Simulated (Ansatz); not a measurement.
# Band gap of ZnSeO3 (Pnma) from density functionals to GW

Wanted: a ladder of band gaps for ZnSeO3 (Pnma), from density functionals to G0W0.

Main program and level: Ansatz 0.2.0; density functionals, hybrids and G0W0, plane waves, PAW.

### 1. The starting structure

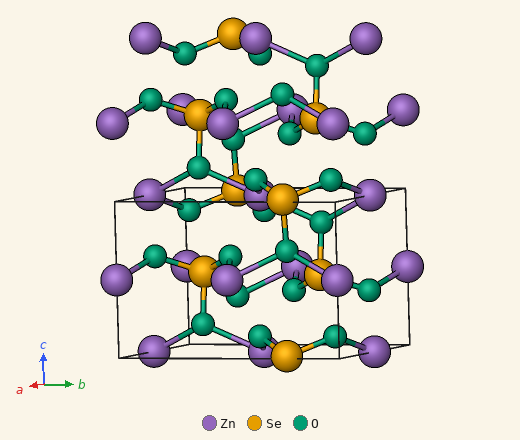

The cell as given, slightly off an axis (zinc purple, selenium orange, oxygen teal). 1×1×2 cells are drawn. Some periodic images of atoms are drawn too.

The cell is the Materials Project's (PBE, PBE+U or r2SCAN) relaxed one; the ions were relaxed with r2SCAN. The default PAW set here is soft_2. Its files were made with PBE.

### 2. r2SCAN on the 4×4×4 mesh

Levels along a band path and on the mesh show where this functional puts the band edges.

This step: DFT, r2SCAN, plane waves, PAW.

Contents of input.yaml:

```yaml
crystal:
  lattice:
    - [6.004009, 0.0, 0.0]
    - [0.0, 7.810489, 0.0]
    - [0.0, 0.0, 5.135797]
  atoms:
    - { symbol: Zn, position: [0.0, 0.5, 0.5] }
    - { symbol: Zn, position: [0.5, 0.5, 0.0] }
    - { symbol: Zn, position: [0.5, 0.0, 0.0] }
    - { symbol: Zn, position: [0.0, 0.0, 0.5] }
    - { symbol: Se, position: [0.9617710496, 0.75, 0.0127346654] }
    - { symbol: Se, position: [0.5382289504, 0.25, 0.5127346654] }
    - { symbol: Se, position: [0.4617710496, 0.75, 0.4872653346] }
    - { symbol: Se, position: [0.0382289504, 0.25, 0.9872653346] }
    - { symbol: O, position: [0.1956463275, 0.4206104718, 0.875477039] }
    - { symbol: O, position: [0.3043536725, 0.5793895282, 0.375477039] }
    - { symbol: O, position: [0.6956463275, 0.0793895282, 0.624522961] }
    - { symbol: O, position: [0.8043536725, 0.9206104718, 0.124522961] }
    - { symbol: O, position: [0.8043536725, 0.5793895282, 0.124522961] }
    - { symbol: O, position: [0.6956463275, 0.4206104718, 0.624522961] }
    - { symbol: O, position: [0.3043536725, 0.9206104718, 0.375477039] }
    - { symbol: O, position: [0.1956463275, 0.0793895282, 0.875477039] }
    - { symbol: O, position: [0.0773988991, 0.25, 0.3192540354] }
    - { symbol: O, position: [0.4226011009, 0.75, 0.8192540354] }
    - { symbol: O, position: [0.5773988991, 0.25, 0.1807459646] }
    - { symbol: O, position: [0.9226011009, 0.75, 0.6807459646] }
kpoints:
  mp_grid: { grid: [4, 4, 4] }
  band_path:
    path:
      - [[0.0, 0.0, 0.0], [0.5, 0.0, 0.0], [0.5, 0.5, 0.0], [0.0, 0.5, 0.0], [0.0, 0.0, 0.0], [0.0, 0.0, 0.5], [0.5, 0.0, 0.5], [0.5, 0.5, 0.5], [0.0, 0.5, 0.5], [0.0, 0.0, 0.5]]
      - [[0.5, 0.0, 0.0], [0.5, 0.0, 0.5]]
      - [[0.0, 0.5, 0.0], [0.0, 0.5, 0.5]]
      - [[0.5, 0.5, 0.0], [0.5, 0.5, 0.5]]
    npoints: 10
hamiltonian:
  xc: r2scan
scf:
  occupations: { method: fermi_dirac, width: 0.02 }
  n_extra_bands: 10
output:
  eigenvalues: true
```

Started as:

```sh
$ ansatz run input.yaml --threads 16 --pin off --max-ram 82944MiB --backend cuda --events-out ev --progress --plain --runs-dir out --devices 1 --max-vram 78GiB
```

Numbers of over 12 decimals in the logs are rounded to 6 here.

What it wrote:

```text
scf.n_extra_bands = 10 over 92 filled bands (N_el = 184.0): the run solves 102 bands
GPUs: using 1 of 1 available (devices: 1).
Engine: ansatz 0.2.0, aarch64-unknown-linux-gnu
Pseudopotentials: kind: paw
Pseudopotential: Zn, paw, valence charge 12, recommended cutoff 500 eV (meta_gga), Zn.paw.azcp
Pseudopotential: Se, paw, valence charge 16, recommended cutoff 500 eV (meta_gga), Se.paw.azcp
Pseudopotential: O, paw, valence charge 6, recommended cutoff 500 eV (meta_gga), O.paw.azcp
Functional definition: r2SCAN
  parameter k0 = 0.174
  parameter k1 = 0.065
  parameter a1 = 4.9479
  exchange = r2scan_x(k0 = k0, k1 = k1, a1 = a1)
  correlation = r2scan_c
concurrent solve slots: 14 of 16 are kept, ahead of what memory takes: no pass of the eigensolver takes more rounds on 14
device memory: the entry about to start is reckoned to put 13.2 GiB on a device that reports 109.1 GiB free (of which the cap on the GPU budget leaves the run 78.0 GiB)
GPU FFT provider: cuFFT
GPU libraries: cuBLAS 13.8.1, cuFFT 12.4.0, cuSOLVER 12.3.2
GPU matrix products: emulated (plane waves: as basis.precision tells), large ones in fixed point in workspaces of 1.00 GiB
Crystal: 20 atoms, lattice volume = 240.839 Å³
Basis set: ecut = 500 eV, 6087 PW (Γ), exchange–correlation on 180×240×160 points (64 copies of the dense FFT grid, shifted against one another)
Bands: 102, of which v1, the nominal top of the filled ones, is band 92 counted from 1 (91 counted from 0)
Symmetry: 8 space group operations
Space group: Pnma (ITA 62), of the structure as read, at distance tolerance 6.2e-5 Å
k-points: 27 of 64
Non-local potential: Zn, projectors of the file, l = 0: 2, l = 1: 2, l = 2: 3, l = 3: 1
Non-local potential: Se, projectors of the file, l = 0: 2, l = 1: 2, l = 2: 3, l = 3: 1
Non-local potential: O, projectors of the file, l = 0: 2, l = 1: 2, l = 2: 1
PAW form: soft (Blöchl's): semilocal exchange-correlation on the pseudo side does not see the compensation charge
PAW frozen core: Zn, regenerated for the run's functional (the file was generated under x = pbe(κ = 0.804, μ = 0.219515), c = pbe(β = 0.066725))
PAW frozen core: Se, regenerated for the run's functional (the file was generated under x = pbe(κ = 0.804, μ = 0.219515), c = pbe(β = 0.066725))
PAW frozen core: O, regenerated for the run's functional (the file was generated under x = pbe(κ = 0.804, μ = 0.219515), c = pbe(β = 0.066725))
PAW one-centre angular grid: Zn, 590 points (default); XC on 261 of its mesh's 2673 points in the sphere
PAW one-centre angular grid: Se, 590 points (default); XC on 160 Gauss nodes
PAW one-centre angular grid: O, 302 points (default); XC on 160 Gauss nodes
Initial density: superposition of atomic densities (neutral atoms: chi_scale 0, normalization atom), corrected by the library's trained network
Initial wavefunctions: pseudopotential atomic-orbital guess
GPU buffer pool allocated for 108000 grid points (all kernels)
GPU transforms: local potential and band sums: pruned to the plane-wave sphere, on 45×60×40
Functional: x = r2scan, c = r2scan; τ floored in thin density (d = 2e-4 eV/Å³)
SCF iter   1: F=—  HF=-42029.671682 eV  |F-HF|=—  |Δ(HF+E_count)|=         —  Δρ=1.46e-2  dr2=2.82e-1  dr2_τ=8.41e-1  ethr=1.77e-3  ⟨swp⟩=5.7  Hψ=11036  notcnv=0
preconditioner: auto → Resta (q_TF=auto, 2.609 Å⁻¹)  ε∞=6.3  [insulator: Δε(μ)=4.171 eV  Ē_g=12.508 eV  σ=0.020 eV  W_gap=1.00  n_scr=70 (ndim 8)  ℏωp=28.7 eV  f_vac=0.002  D(μ)=0.00/eV (n_scr^D=0)  ε∞_Penn≈6.3]
SCF iter   2: F=—  HF=-42029.826198 eV  |F-HF|=—  |Δ(HF+E_count)|=   1.55e-1  Δρ=5.32e-3  dr2=3.70e-2  dr2_τ=3.57e-3  ethr=1.53e-4  ⟨swp⟩=2.4  Hψ=5357  notcnv=0  defer=86
SCF iter   3: F=—  HF=-42029.826096 eV  |F-HF|=—  |Δ(HF+E_count)|=   1.02e-4  Δρ=3.73e-3  dr2=1.53e-2  dr2_τ=6.78e-4  ethr=2.01e-5  ⟨swp⟩=2.0  Hψ=4364  notcnv=0  defer=86
SCF iter   4: F=—  HF=-42029.825595 eV  |F-HF|=—  |Δ(HF+E_count)|=   5.01e-4  Δρ=5.07e-4  dr2=6.71e-4  dr2_τ=1.36e-4  ethr=8.31e-6  ⟨swp⟩=2.0  Hψ=4093  notcnv=0  defer=86
SCF iter   5: F=—  HF=-42029.825795 eV  |F-HF|=—  |Δ(HF+E_count)|=   2.01e-4  Δρ=2.45e-4  dr2=1.23e-4  dr2_τ=1.20e-5  ethr=3.65e-7  ⟨swp⟩=2.0  Hψ=4575  notcnv=0  defer=86
SCF iter   6: F=—  HF=-42029.825390 eV  |F-HF|=—  |Δ(HF+E_count)|=   4.05e-4  Δρ=1.03e-4  dr2=2.88e-5  dr2_τ=2.67e-6  ethr=6.68e-8  ⟨swp⟩=2.1  Hψ=4553  notcnv=0  defer=86
SCF iter   7: F=—  HF=-42029.825666 eV  |F-HF|=—  |Δ(HF+E_count)|=   2.76e-4  Δρ=3.54e-5  dr2=2.86e-6  dr2_τ=3.10e-7  ethr=1.56e-8  ⟨swp⟩=2.0  Hψ=5152  notcnv=0  defer=86
SCF iter   8: F=—  HF=-42029.825667 eV  |F-HF|=—  |Δ(HF+E_count)|=   7.69e-7  Δρ=1.49e-5  dr2=5.41e-7  dr2_τ=5.27e-8  ethr=1.55e-9  ⟨swp⟩=2.0  Hψ=4590  notcnv=0  defer=86
SCF iter   9: F=-42029.825667 eV  HF=-42029.825667 eV  |F-HF|=3.59e-8  |Δ(HF+E_count)|=   4.24e-8  Δρ=5.78e-6  dr2=7.71e-8  dr2_τ=7.08e-9  ethr=5.43e-11  ⟨swp⟩=5.5  Hψ=9957  notcnv=0
SCF 1 converged in 9 iterations: F = -42029.825667 eV  dr2 = 7.71e-8
[...]
device memory: the entry about to start is reckoned to put 31.2 GiB on a device that reports 109.1 GiB free (of which the cap on the GPU budget leaves the run 78.0 GiB)
NSCF: frozen V_eff on 124 k-points, pencils in batches of 32, up to order 452
SCF converged after 9 iterations
Free energy (F): -42029.825667 eV
Harris-Foulkes:  -42029.825667 eV  (|F-HF|=3.59e-8)
Internal energy: -42029.825667 eV  (E = F + TS)
E sigma→0 (E₀):  -42029.825667 eV
Fermi energy:    9.095683 eV
--- Per-component energies (eV) ---
  E_band       = -1668.488579
  E_kinetic    = 3091.854074
  E_local      = -19954.653361  (includes V_loc(G=0)·N_el)
  E_nonlocal   = 723.523718
  E_hartree    = 8792.099963
  E_xc         = -1752.038227
  E_vxc        = -1886.153107  (∫ρ·V_xc dr)
  E_paw        = -17068.900500  (= ΣΔE_a)
  E_vpaw       = -1342.565003  (= ΣTr[D̂ρ^β])
  E_aug_tail   = 0.010851  (compensation charges beyond the density's cutoff)
  E_vtau       = 115.288171  (kinetic-family band-sum trace: ∫τ·v_τ [+ j·A + Jᵃ·Aᵃ] dr)
  E_ewald      = -15853.549339
  E_core_change = -8.172847  (= ΣΔE_core)
  E_smearing   = -0.000000  (= −TS)
  E_closure    = 0.000000  (closes the sum)
  Σ components = -42029.825667   (vs F -42029.825667, Δ=0.00e0)
--- Band table (eV; the first three rows and the last of 27) ---
  k-point 0: bands = [... 88 lower, 6.2792, 6.4207, 6.7064, 6.8747, 11.4044, 12.0748, 12.1104, 12.7505, ... 6 higher]
  k-point 1: bands = [... 88 lower, 6.4037, 6.5218, 6.6173, 6.8460, 11.7060, 11.8128, 12.0069, 12.1652, ... 6 higher]
  k-point 2: bands = [... 88 lower, 6.3487, 6.3487, 6.7232, 6.7232, 11.6131, 11.6131, 12.0482, 12.0482, ... 6 higher]
  k-point 26: bands = [... 88 lower, 6.8156, 6.8156, 6.8156, 6.8156, 12.0078, 12.0078, 12.0078, 12.0078, ... 6 higher]
```

The job ended after 3.1 s (1 × NVIDIA GB200 (shared by 2 runs) with 16 threads of Arm Neoverse V2, shared host; peak memory 1.5 GiB; 16 s of CPU time).

This step gave:

```
filled bands         : 92
gap                  : 4.157 eV
valence top at       : Y
conduction bottom at : k = (0.250, 0.000, 0.000)
least direct gap     : 4.381 eV
```

Over mesh and path the gap is 4.157 eV, from k = (0.000, 0.500, 0.000) to k = (0.250, 0.000, 0.000). The least direct gap found is 4.381 eV, at k = (0.200, 0.000, 0.000).

### 3. r2SCAN+SOC on the 4×4×4 mesh

This run has two-component orbitals with spin-orbit coupling.

This step: DFT, r2SCAN with spin-orbit coupling, plane waves, PAW.

Changes to input.yaml since step 2:

```diff
@@ -30,7 +30,13 @@
     path:
-      - [[0.0, 0.0, 0.0], [0.5, 0.0, 0.0], [0.5, 0.5, 0.0], [0.0, 0.5, 0.0], [0.0, 0.0, 0.0], [0.0, 0.0, 0.5], [0.5, 0.0, 0.5], [0.5, 0.5, 0.5], [0.0, 0.5, 0.5], [0.0, 0.0, 0.5]]
-      - [[0.5, 0.0, 0.0], [0.5, 0.0, 0.5]]
-      - [[0.0, 0.5, 0.0], [0.0, 0.5, 0.5]]
-      - [[0.5, 0.5, 0.0], [0.5, 0.5, 0.5]]
-    npoints: 10
+      - [0.0, 0.0, 0.0]
+      - [0.5, 0.0, 0.0]
+      - [0.5, 0.5, 0.0]
+      - [0.0, 0.5, 0.0]
+      - [0.0, 0.0, 0.5]
+      - [0.5, 0.0, 0.5]
+      - [0.5, 0.5, 0.5]
+      - [0.0, 0.5, 0.5]
+      - [0.25, 0.0, 0.0]
+      - [0.2, 0.0, 0.0]
+    npoints: 1
 hamiltonian:
@@ -38,4 +44,7 @@
 scf:
-  occupations: { method: fermi_dirac, width: 0.02 }
-  n_extra_bands: 10
+  occupations: { method: fixed }
+  n_extra_bands: 20
+magnetization:
+  noncollinear: true
+  spin_orbit: true
 output:
```

What it wrote:

```text
[...]
GPUs: using 1 of 1 available (devices: 1).
[...]
non-collinear run that drives no moment, with spin-orbit: no starting moment large enough to seed its density (crystal.atoms[].spin), no starting occupations that ask for one, no magnetisation constraint and no magnetic field, so the semilocal B_xc is pinned to zero
[...]
Crystal: 20 atoms, lattice volume = 240.839 Å³
Basis set: ecut = 500 eV, 6087 PW (Γ), exchange–correlation on 180×240×160 points (64 copies of the dense FFT grid, shifted against one another)
Bands: 204, of which v1, the nominal top of the filled ones, is band 184 counted from 1 (183 counted from 0)
Symmetry: 8 space group operations + 8 with time reversal
[...]
k-points: 27 of 64
Projection manifold: j_resolved (fully-relativistic pseudo-atomic orbitals)
[...]
SCF iter   1: F=—  HF=-42015.882531 eV  |F-HF|=—  |Δ(HF+E_count)|=         —  Δρ=1.23e-1  dr2=2.86e1  dr2_τ=4.25e-1  dr2_m=0.00e0 (ungated)  ethr=3.10e-3  |M|=0.00e0 ∫|m|=0.00e0 μB  |m|>n=0.0e0 m-floor=0.0e0 τ_xc=0.0e0  β_m=0.30  ⟨swp⟩=4.0  Hψ=12039  notcnv=0  defer=386
[...]
spin=Noncollinear: Resta preconditioning applied to the charge; magnetization (m_x, m_y, m_z) channels mix plain (no charge-response kernel on spin).
SCF iter   2: F=—  HF=-42010.146679 eV  |F-HF|=—  |Δ(HF+E_count)|=    5.74e0  Δρ=7.37e-2  dr2=1.06e1  dr2_τ=4.37e-2  dr2_m=0.00e0 (ungated)  ethr=3.10e-3  |M|=0.00e0 ∫|m|=0.00e0 μB  |m|>n=0.0e0 m-floor=0.0e0 τ_xc=0.0e0  β_m=0.48  ⟨swp⟩=2.0  Hψ=4984  notcnv=0  defer=382
[...]
SCF 1 converged in 11 iterations: F = -42007.381039 eV  dr2 = 1.99e-8
[...]
SCF converged after 11 iterations
[...]
```

Wall time 5 s (1 × NVIDIA GB200 (shared by 2 runs) with 16 threads); peak memory 1.9 GiB; 29 s of CPU time.

Numbers from this step:

```yaml
gap: 4.153 eV
valence_top_at: Y
conduction_bottom_at: k = (0.250, 0.000, 0.000)
least_direct_gap: 4.377 eV
```

Over mesh and listed points the gap is 4.153 eV, from k = (0.000, 0.500, 0.000) to k = (0.250, 0.000, 0.000). The least direct gap found is 4.377 eV, at k = (0.200, 0.000, 0.000). r2SCAN+SOC against r2SCAN: 4.153 − 4.157 = −0.004 eV, with the same mesh, set of files (read in its fully relativistic form for the spin-orbit run) and cutoff, and both edges at the same k points. The spin-orbit run sees mesh and listed points alone, so its gap is an upper bound: the coupling can move an edge off these points, and the change over the zone, its sign included where it is small, is not known.

### 4. HSE06 on the 4×2×4 mesh

HSE06 mixes in a quarter of exact exchange at short range.

This step: DFT, HSE06, plane waves, PAW.

Changes to input.yaml since step 3:

```diff
@@ -27,3 +27,3 @@
 kpoints:
-  mp_grid: { grid: [4, 4, 4] }
+  mp_grid: { grid: [4, 2, 4] }
   band_path:
@@ -42,9 +42,6 @@
 hamiltonian:
-  xc: r2scan
+  xc: hse06
 scf:
   occupations: { method: fixed }
-  n_extra_bands: 20
-magnetization:
-  noncollinear: true
-  spin_orbit: true
+  n_extra_bands: 10
 output:
```

What it wrote:

```text
[...]
GPUs: using 1 of 1 available (devices: 1).
[...]
davidson cushion auto → on  (no smearing: the cushion is to keep the highest requested band from converging to the state above it; pin scf.eigensolver.cushion to override)
[...]
Crystal: 20 atoms, lattice volume = 240.839 Å³
Basis set: ecut = 420 eV, 4715 PW (Γ)
Bands: 102, of which v1, the nominal top of the filled ones, is band 92 counted from 1 (91 counted from 0)
[...]
SCF 1 stopped early in 4 iterations: F = -41952.130910 eV  dr2 = 2.23e-4
[...]
hybrid outer 1: dexx = +1.370e-1 eV, tail = 1.53e-3 eV
[...]
SCF 3 converged in 4 iterations: F = -41954.731277 eV  dr2 = 4.44e-8
hybrid outer 2: dexx = +1.338e-5 eV, tail = 6.18e-7 eV, Δε = 4.21e-3 eV (about 1.66e-4 eV left of the loop's levels)
[...]
E sigma→0 (E₀):  -41954.731269 eV
Fermi energy:    6.433534 eV
[...]
--- Band table (eV; the first three rows and the last of 18) ---
[...]
```

The job ended after 28 s (1 × NVIDIA GB200 (shared by 2 runs) with 16 threads; peak memory 2.5 GiB).

This step gave:

- gap: 5.138 eV
- valence top at: Y
- conduction bottom at: k = (0.250, 0.000, 0.000)
- least direct gap: 5.368 eV
- exact-exchange fraction: 0.25

Over mesh and listed points the gap is 5.138 eV, from k = (0.000, 0.500, 0.000) to k = (0.250, 0.000, 0.000). The least direct gap found is 5.368 eV, at k = (0.200, 0.000, 0.000). HSE06 against r2SCAN: 5.138 − 4.157 = +0.981 eV. The runs also differ in mesh (4×4×4 and 4×2×4) and plane-wave cutoff (500 eV and 420 eV), so how much of this comes from the functional alone is not known.

### 5. HSE06+SOC on the 4×2×4 mesh

This step: DFT, HSE06 with spin-orbit coupling, plane waves, PAW.

Changes to input.yaml since step 4:

```diff
@@ -45,3 +45,6 @@
   occupations: { method: fixed }
-  n_extra_bands: 10
+  n_extra_bands: 20
+magnetization:
+  noncollinear: true
+  spin_orbit: true
 output:
```

What it wrote:

```text
[...]
GPUs: using 1 of 1 available (devices: 1).
[...]
Crystal: 20 atoms, lattice volume = 240.839 Å³
Basis set: ecut = 420 eV, 4715 PW (Γ)
Bands: 204, of which v1, the nominal top of the filled ones, is band 184 counted from 1 (183 counted from 0)
Symmetry: 8 space group operations + 8 with time reversal
[...]
k-points: 18 of 32
Projection manifold: j_resolved (fully-relativistic pseudo-atomic orbitals)
[...]
SCF iter   2: F=—  HF=-41953.878905 eV  |F-HF|=—  |Δ(HF+E_count)|=    8.23e0  Δρ=5.18e-2  dr2=3.28e0  dr2_m=0.00e0 (ungated)  ethr=1.50e-2  |M|=0.00e0 ∫|m|=0.00e0 μB  |m|>n=0.0e0 m-floor=0.0e0 τ_xc=0.0e0  β_m=0.35  ⟨swp⟩=3.5  Hψ=9515  notcnv=0  defer=3
[...]
hybrid outer 1: dexx = +1.370e-1 eV, tail = 1.68e-3 eV
[...]
SCF 3 converged in 6 iterations: F = -41949.312202 eV  dr2 = 2.30e-8
[...]
```

Run time: 2 min. Hardware: 1 × NVIDIA GB200 (shared by 2 runs) with 16 threads; peak memory 7 GiB; 20 min of CPU time.

Numbers from this step:

* gap: 5.134 eV
* valence top at: Y
* conduction bottom at: k = (0.250, 0.000, 0.000)
* least direct gap: 5.363 eV
* exact-exchange fraction: 0.25

Over mesh and listed points the gap is 5.134 eV, from k = (0.000, 0.500, 0.000) to k = (0.250, 0.000, 0.000). The least direct gap found is 5.363 eV, at k = (0.200, 0.000, 0.000). HSE06+SOC against HSE06: 5.134 − 5.138 = −0.004 eV, with the same mesh, set of files (read in its fully relativistic form for the spin-orbit run) and cutoff, and both edges at the same k points. The spin-orbit run sees mesh and listed points alone, so its gap is an upper bound: the coupling can move an edge off these points, and the change over the zone, its sign included where it is small, is not known.

(Part 1 of 2 ends here.)

[Paths, hosts, dates, memory and timing lines, banners, echoed tables and standing remarks are left out of the program output.]

[Logs are printed without paths, hosts, clocks, repeated set-up lines and the standing remarks that a program may print on its own settings, such as how far it seeks lower states.]

[Runs of the session that timed out or met a known fault of the program may be left out.]

[Cells called generated may have been cut or substituted from an entry of the Crystallography Open Database or the Materials Project.]

[Hosts, paths, dates, database ids (printed as entryN), source tags and the programs' standing remarks are cut or masked in the printed files.]

[Where an RPA ε∞ is given, it is that of the G0W0 mesh and is not shown converged in it. Names of k-points follow the symmetry that the program found, which can be lower than the space group named. Band edges on a path are those of the sampled points; other points can move an edge, and change direct to indirect where valleys lie close.]

[Hybrid gaps are those of their k-mesh and are not shown converged in it.]
